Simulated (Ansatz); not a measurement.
```
Ti N
1.0
     4.24685    0.00000    0.00000
     0.00000    4.24685    0.00000
     0.00000    0.00000    4.24685
Ti N
4 4
Direct
  0.00000 0.00000 0.00000
  0.50000 0.50000 0.00000
  0.50000 0.00000 0.50000
  0.00000 0.50000 0.50000
  0.50000 0.00000 0.00000
  0.00000 0.50000 0.00000
  0.00000 0.00000 0.50000
  0.50000 0.50000 0.50000
```

Space group Fm-3m; computed without spin polarisation.

These are results of Ansatz, DFT PBE, scalar-relativistic, plane waves, PAW, not measurements.

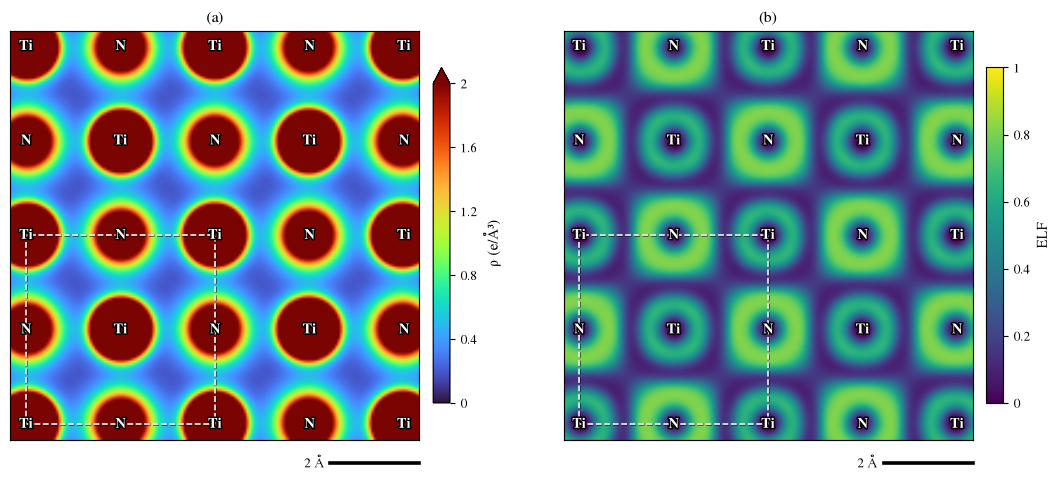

TiN. (a) valence charge density (pseudo); (b) electron localisation function on the (010) plane of the conventional cell.

In a PAW calculation such maps are meaningful between the atoms, not at the nuclei.

**Read the bonding off the picture.**

Atoms in the plane: Ti and N. Ti–N (2.12 Å): ρ is about 0.5 e/Å³ halfway; the ELF peaks at about 0.80 in the valence shell of N, 0.7 Å from its nucleus, and is about 0.20 at the midpoint: no shared electron pair shows on this line. Between the atoms the lowest density in this plane is 0.19 e/Å³. The features right at Ti lie inside the PAW spheres, where the map follows smoothed inner orbitals and isn't to be read closely.

**Does the calculation make it a metal, or give it a gap?**

It is metallic or semimetallic at this level of theory: no gap opens; semilocal functionals without U, or without the true magnetic order, often close the gap of such compounds.
